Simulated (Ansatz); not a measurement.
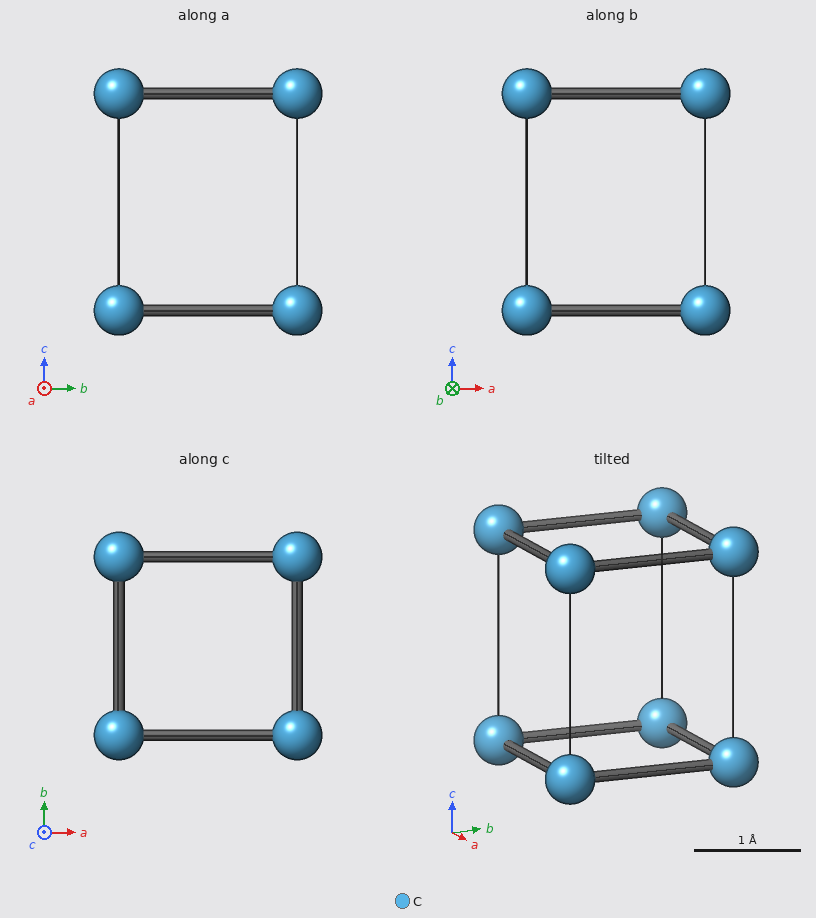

Crystal structure, ball-and-stick style, seen along the a axis, along the b axis, along the c axis and slightly off an axis. The frame is the conventional unit cell; atoms at its boundary are shown with their periodic copies.

Lattice parameters: a = 1.6844 Å, b = 1.6844 Å, c = 2.0493 Å, α = 90.000°, β = 90.000°, γ = 90.000°.

Question: Give the atomic positions as a CIF with its space group and independent sites.

Answer:
```cif
data_structure
_symmetry_space_group_name_H-M 'P 4/m m m'
_symmetry_Int_Tables_number 123
_cell_length_a 1.6844
_cell_length_b 1.6844
_cell_length_c 2.0493
_cell_angle_alpha 90.000
_cell_angle_beta 90.000
_cell_angle_gamma 90.000
_cell_volume 5.81
loop_
_atom_site_label
_atom_site_type_symbol
_atom_site_symmetry_multiplicity
_atom_site_Wyckoff_symbol
_atom_site_fract_x
_atom_site_fract_y
_atom_site_fract_z
_atom_site_occupancy
C1 C 1 a 0.0000 0.0000 0.0000 1
```

Its origin is a random cell made by a generator, so it need not be a real form of the element. The picture shows the end point of a geometry optimisation with DFT PBE, scalar-relativistic, plane waves, PAW in Ansatz.
